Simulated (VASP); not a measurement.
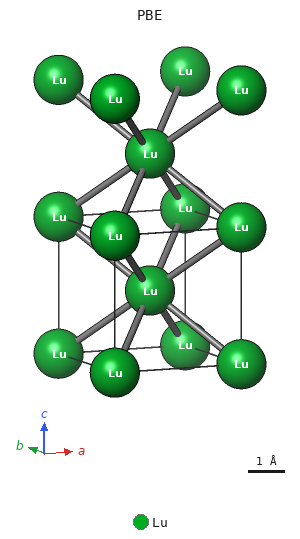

Crystalline Lu (set up in Im-3m), relaxed (cell and atoms) with several functionals. The picture shows the result with PBE. Style: ball-and-stick. Shown: the conventional cell (2 times the calculation's cell), repeated 1 × 1 × 2 with one cell outlined, slightly off an axis. Lengths and directions refer to the drawn axes.

Computed with VASP 6.6.1: VASP PAW PBE potentials, recommended. Settings: plane-wave cutoff 600 eV; k-point mesh 10 × 10 × 10; occupations fermi-dirac; smearing width 0.05 eV; no spin polarisation.

```tsv
functional	volume (Å³/atom)	a (Å)
PBE	29.687	3.901
optB88-vdW	?	?
PBEsol	28.034	3.827
SCAN	28.004	3.826
r2SCAN	29.664	3.900
LDA	26.347	3.749
rev-vdW-DF2	28.373	3.843
BLYP	30.295	3.928
RPBE	31.134	3.964
revPBE	30.726	3.946
AM05	28.380	3.843
vdW-DF-cx	27.958	3.824
PW91	29.438	3.890
```

> Estimate the missing row from the others, and compare with the calculation.

With optB88-vdW the volume falls between AM05 (28.380) and PW91 (29.438). The calculation gives 28.503 Å³/atom (a = 3.849 Å). In order of volume: LDA < vdW-DF-cx < SCAN < PBEsol < rev-vdW-DF2 ≈ AM05 < optB88-vdW < PW91 < r2SCAN < PBE < BLYP < revPBE < RPBE; the spread is 18.2 %.
